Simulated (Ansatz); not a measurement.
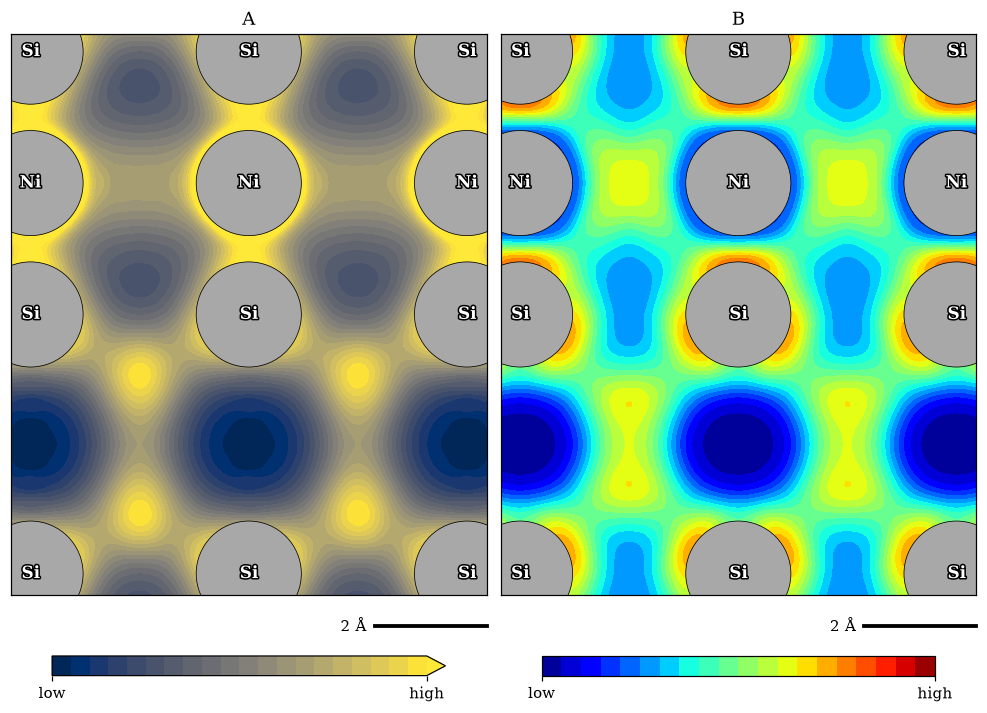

Si$_{2}$Ni: 2 fields on the (100) plane of the conventional cell, with unlabelled colour scales. Grey discs cover the atomic cores.

Space group R-3m; a generated structure, not necessarily the stable one; computed pressure about −3 GPa in this cell; computed without spin polarisation.

These are results of DFT PBE, scalar-relativistic, plane waves, PAW (Ansatz), not measurements.

**Which field does each panel show? The fields are: electron localisation function and valence pseudo-density.**

Panel A: valence pseudo-density. Panel B: electron localisation function. From the grid: Si–Ni (2.35 Å): the density is about 0.46 e/Å³ at the midpoint; the ELF peaks at about 0.80 in the valence shell of Si, 0.9 Å from its nucleus, and is about 0.55 at the midpoint.
